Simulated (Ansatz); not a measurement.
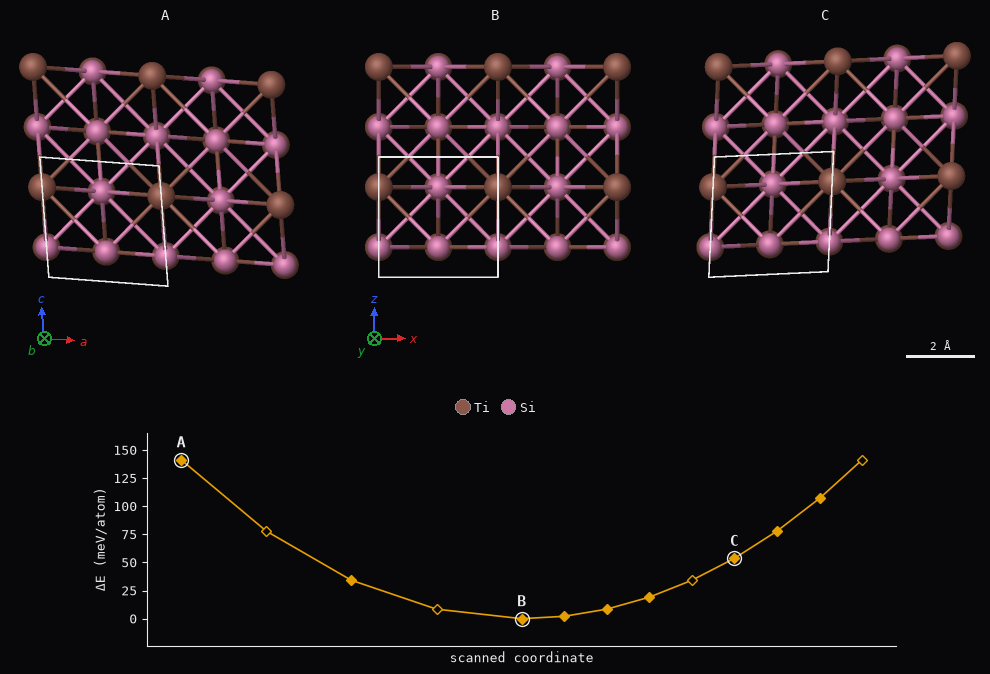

Frames of a one-coordinate scan of a crystal of TiSi2 (Cmcm). x, y and z are the Cartesian axes of the input. Hollow markers are points alike by symmetry, not computed again. The picture is a ball-and-stick view of the conventional cell (2 times the calculation's cell), repeated 2 × 1 × 2 with one cell outlined, seen along the b axis. Lengths and directions refer to the drawn axes.

Theory: DFT PBE, scalar-relativistic, plane waves, PAW (Ansatz). (plane-wave cutoff 420 eV; k-point mesh 14 × 14 × 14; occupations gaussian; smearing width 0.15 eV; no spin polarisation). Energies (free energies at the smearing named) are counted from the relaxed crystal.

Q: What is being scanned?

A: The cell is strained in shear in the xz plane, with the atoms kept at their fractional coordinates. In the frames the strain is −0.15 (A), 0.00 (B), 0.0937 (C). Of the computed points the lowest is at the strain 0.00, 0.0 meV/atom. At the ends of the scan the energy is 141.4 meV/atom (−0.15) and 141.4 meV/atom (0.15). The distortion takes the space group from Cmcm to C2/c. At the strain −0.15 the cell of the drawing goes a 3.548 → 3.558 Å, c 3.579 → 3.589 Å, β 90.0° → 98.6°.
